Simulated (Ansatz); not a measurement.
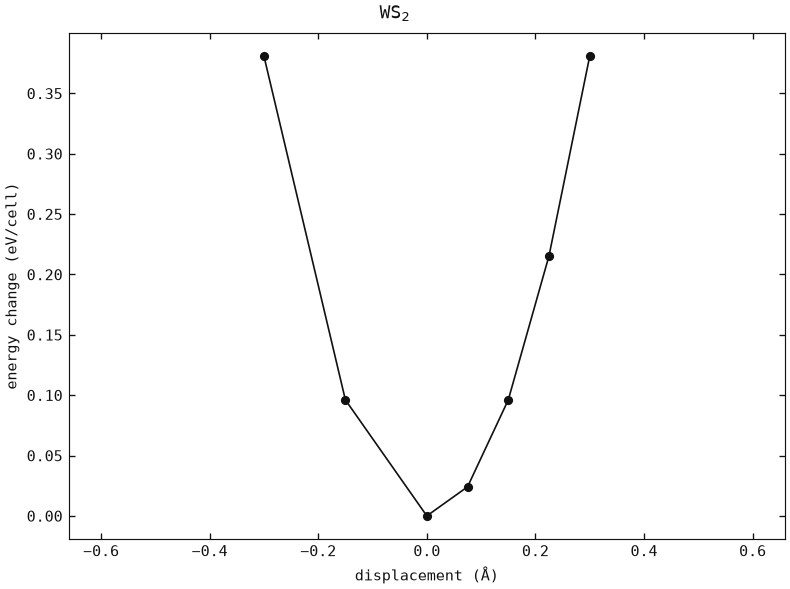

The figure shows the energy change against displacement for WS₂, space group P6_3/mmc (No. 194).

The given structure:
```yaml
crystal:
  lattice:
    - [3.18000, 0.00000, 0.00000]
    - [-1.59000, 2.75396, 0.00000]
    - [0.00000, 0.00000, 12.50000]
  atoms:
    - { symbol: W, position: [0.33333, 0.66667, 0.25000] }
    - { symbol: W, position: [0.66667, 0.33333, 0.75000] }
    - { symbol: S, position: [0.33333, 0.66667, 0.62000] }
    - { symbol: S, position: [0.66667, 0.33333, 0.12000] }
    - { symbol: S, position: [0.33333, 0.66667, 0.88000] }
    - { symbol: S, position: [0.66667, 0.33333, 0.38000] }
```

Calculation (Ansatz 0.2.0): one atom of a crystal moved along a line, all else fixed, by plane-wave density functional theory with PAW datasets, free energies less that of the undisturbed cell; scalar-relativistic. Level: LDA, no spin polarisation.

```tsv
setting	value
wave cutoff	420 eV
k mesh	12×12×4
occupations	Gaussian
smearing width	0.05 eV
k shift	(0, 0, 0) (mesh steps)
start	as given
moved atom	3
direction	(-0.5, -0.866, 0) (Cartesian unit vector)
```

The points at displacement −0.45, −0.15, 0.3 and 0.6 follow from computed ones by symmetry.

The points at displacement −0.600 Å, −0.450 Å, 0.375 Å, 0.450 Å, 0.525 Å and 0.600 Å are left out of the plot. What values does the calculation give there?

```tsv
displacement (Å)	energy change (eV/cell)
-0.600	1.44
-0.450	0.84
0.375	0.59
0.450	0.84
0.525	1.13
0.600	1.44
```

Caveats: reference crystal is not relaxed.
